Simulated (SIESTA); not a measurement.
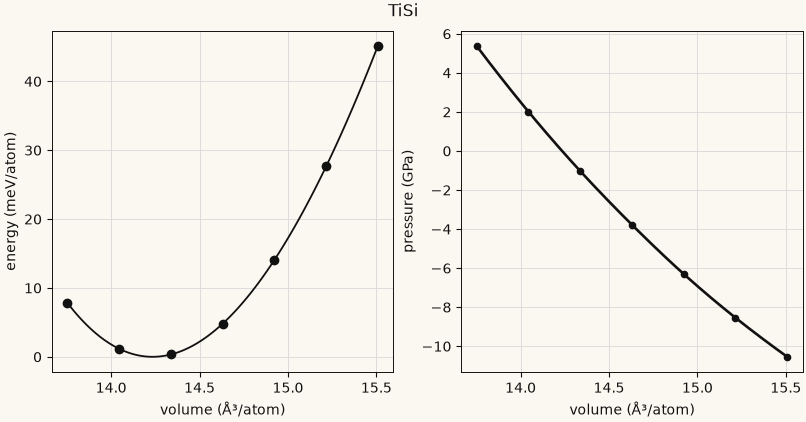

The figure shows the energy and pressure against volume for TiSi, space group Cmmm (No. 65).

Cell as given: a = 2.790 Å, b = 2.790 Å, c = 3.804 Å, α = 90.00°, β = 90.00°, γ = 98.76°; 2 atoms.

Computed with SIESTA 5.4.2: DFT in numerical atomic orbitals with pseudopotentials, no spin polarisation; energies at scaled volumes of the given cell, shape and fractions fixed, counted from the fit's minimum, third-order Birch-Murnaghan fit. Level: PBEsol.

- k mesh: 10×10×7
- occupations: Fermi–Dirac
- smearing width: 0.05 eV
- potentials: PseudoDojo 0.4 standard, converted to PSML, two zetas on semicore shells
- program settings: basis DZP, mesh cutoff 800 Ry

> How stiff is the solid, and where is its volume at rest?

A third-order Birch–Murnaghan fit gives V0 = 14.23 Å³/atom, B0 = 146 GPa and B′ = 3.9.

> Read off the course of the pressure.

It falls from 5.37 GPa at volume 13.75 Å³/atom to −10.54 GPa at 15.51 Å³/atom, and changes sign near 14.24 Å³/atom.

Limits of the calculation: mulliken charges of long orbitals; shape and atomic fractions are frozen while scaling, which makes layered, chain and framework solids too stiff.

The computed values:

| volume (Å³/atom) | energy (meV/atom) | pressure (GPa) |
| --- | --- | --- |
| 13.75 | 7.84 | 5.37 |
| 14.04 | 1.17 | 2.01 |
| 14.34 | 0.35 | −1.03 |
| 14.63 | 4.78 | −3.78 |
| 14.92 | 14.03 | −6.30 |
| 15.22 | 27.64 | −8.54 |
| 15.51 | 45.12 | −10.54 |
